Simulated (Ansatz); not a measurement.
**Energy of Cr along an even scaling of the cell**

System: Cr (2 atoms in the cell).
Method: DFT, BLYP, plane waves (420 eV) with PAW, scalar-relativistic, no spin polarisation (Ansatz 0.2.0).

The 6 runs differ only in the geometry, by an even scaling of the cell at fixed fractional positions.

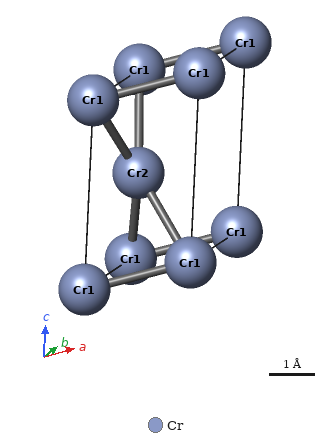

Figure 1. The structure of run 4 (ball-and-stick view of the reduced cell, seen slightly off an axis; atoms are numbered from 1 in the order of the input).

### Input of run 4
```yaml
crystal:
  lattice:
    - [-1.7871598457, 1.7871228142, 1.2215121904]
    - [1.7871228142, -1.7871598457, 1.2215121904]
    - [2.8980688225, 2.8980688225, -1.2215800136]
  atoms:
    - { symbol: Cr, position: [0.9999954276, 4.5724e-06, 0.0] }
    - { symbol: Cr, position: [0.7500045724, 0.2499954276, 0.5] }
hamiltonian:
  xc: blyp
  pseudopotentials:
    kind: paw
    azcp:
      Cr: "pseudopotentials/Cr.paw.azcp"
basis:
  ecutwfc: 420
  fft_grid_basis: typed
kpoints:
  mp_grid: { grid: [17, 17, 9], shift: [0, 0, 0] }
magnetization:
  spin_polarized: false
scf:
  occupations: { method: fermi_dirac, width: 0.1 }
  lower_state_search: "off"
output:
  stress: true
```

Run 2 differs from it as follows:
```diff
-    - [-1.7871598457, 1.7871228142, 1.2215121904]
-    - [1.7871228142, -1.7871598457, 1.2215121904]
-    - [2.8980688225, 2.8980688225, -1.2215800136]
+    - [-1.7155954828, 1.7155599342, 1.1725984114]
+    - [1.7155599342, -1.7155954828, 1.1725984114]
+    - [2.7820196346, 2.7820196346, -1.1726635188]
```

### Results, with one run withheld

| run | volume per atom (Å³) | free energy per atom, from the lowest run given (meV) | pressure (GPa) |
| --- | --- | --- | --- |
| 1 | 10.706 | 151.45 | 37.10 |
| 2 | 11.193 | ? | ? |
| 3 | 12.166 | 0.00 | 0.02 |
| 4 | 12.653 | 12.49 | −7.97 |
| 5 | 13.140 | 46.85 | −14.43 |
| 6 | 13.626 | 98.88 | −19.64 |

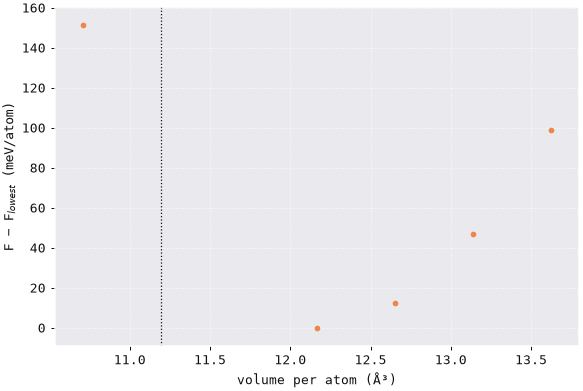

Figure 2. Free energy per atom of the runs given; the dotted line marks run 2.

Estimate the energy of run 2 from the others.

A cubic polynomial in V^(−2/3) (the Birch–Murnaghan form), fitted to the 5 runs given, misses them by at most 0.01 meV per atom. With x = V^(−2/3) − 0.18679 Å⁻², it reads F = 2.6534 − 2363.2 x + 5.2607e+05 x² + 3.5552e+05 x³ (meV per atom). At run 2 it gives 62.30 meV per atom, and the run itself gives 62.41. The slope of the fit gives a pressure −dF/dV of 22.04 GPa there, and the run prints 22.06 GPa. The fit has its minimum at 12.167 Å³ per atom, where V d²F/dV² gives 221 GPa. Cell shape and fractional positions are held, so this is the stiffness under even scaling; the relaxed bulk modulus wasn't computed.

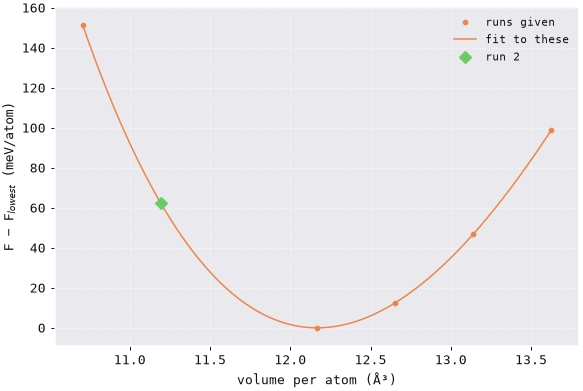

Figure 3. The fit and the withheld run.

### Output, shortened to warnings, some set-up lines, iterations and results (run 2)
```
Warning: 4 symmetry operations that the atoms keep within the bar at which the run's group was sought (crystal.symmetry.tolerance 1.0e-5, or twice it) were not taken beside the 4 unitary ones that the detection took (of a slab, those that keep its plane). If the more symmetric cell is meant, write the vectors of crystal.lattice to more decimals, or, with the positions in fractional coordinates, …
Basis set: ecut = 420 eV, 431 PW (Γ), exchange–correlation on 40×40×60 points (8 copies of the dense FFT grid, shifted against one another)
Symmetry: 4 space group operations
k-points: 693 of 2601
Initial density: superposition of atomic densities (neutral atoms: chi_scale 0, normalization atom), corrected by the library's trained network
[...]
SCF iter   1: F=—  HF=-6768.761503 eV  |F-HF|=—  |Δ(HF+E_count)|=         —  Δρ=2.99e-2  dr2=1.56e-1  ethr=1.77e-3  ⟨swp⟩=4.0  Hψ=98846  notcnv=0
SCF iter   2: F=—  HF=-6768.730877 eV  |F-HF|=—  |Δ(HF+E_count)|=   3.06e-2  Δρ=1.43e-2  dr2=3.88e-2  ethr=5.59e-4  ⟨swp⟩=2.0  Hψ=25431  notcnv=0  defer=33
SCF iter   3: F=—  HF=-6768.721948 eV  |F-HF|=—  |Δ(HF+E_count)|=   8.93e-3  Δρ=1.44e-3  dr2=4.00e-4  ethr=1.39e-4  ⟨swp⟩=2.0  Hψ=21887  notcnv=0  defer=33
SCF iter   4: F=—  HF=-6768.721919 eV  |F-HF|=—  |Δ(HF+E_count)|=   2.90e-5  Δρ=1.83e-4  dr2=3.18e-6  ethr=1.43e-6  ⟨swp⟩=2.2  Hψ=20206  notcnv=0  defer=33
SCF iter   5: F=—  HF=-6768.721920 eV  |F-HF|=—  |Δ(HF+E_count)|=   1.32e-6  Δρ=5.37e-5  dr2=3.18e-7  ethr=1.14e-8  ⟨swp⟩=2.0  Hψ=19509  notcnv=0  defer=33
SCF iter   6: F=-6768.721920 eV  HF=-6768.721920 eV  |F-HF|=1.83e-10  |Δ(HF+E_count)|=   1.61e-7  Δρ=6.30e-6  dr2=5.43e-9  ethr=3.57e-10  ⟨swp⟩=4.0  Hψ=41271  notcnv=0
SCF 1 converged in 6 iterations: F = -6768.721920 eV  dr2 = 5.43e-9
SCF converged after 6 iterations
Free energy (F): -6768.721920 eV
Harris-Foulkes:  -6768.721920 eV  (|F-HF|=1.83e-10)
Internal energy: -6768.664899 eV  (E = F + TS)
E sigma→0 (E₀):  -6768.693410 eV
Entropy (-TS):   -0.057020 eV (-28.510 meV/atom)
Fermi energy:    20.506199 eV
--- Per-component energies (eV) ---
  E_band       = -252.809755
  E_kinetic    = 692.027436
  E_local      = -2325.034668  (includes V_loc(G=0)·N_el)
  E_nonlocal   = 160.063303
  E_hartree    = 1027.528382
  E_xc         = -277.346978
  E_vxc        = -353.082517  (∫ρ·V_xc dr)
  E_paw        = -2410.536854  (= ΣΔE_a)
  E_vpaw       = -481.836209  (= ΣTr[D̂ρ^β])
  E_aug_tail   = 0.000715  (compensation charges beyond the density's cutoff)
  E_ewald      = -3635.395816
  E_core_change = 0.029581  (= ΣΔE_core)
  E_smearing   = -0.057020  (= −TS)
  E_closure    = -0.000000  (closes the sum)
  Σ components = -6768.721920   (vs F -6768.721920, Δ=0.00e0)
--- Stress (GPa, compression-positive) ---
       22.067493       0.843181       0.003280
        0.843181      22.067493       0.003280
        0.003280       0.003280      22.053365
  P = ⅓ Tr σ = 22.0628 GPa (220.628 kbar)
```

The program warns: near-symmetries of the structure were not used. The run has no spin polarisation, so a magnetic state may lie lower.
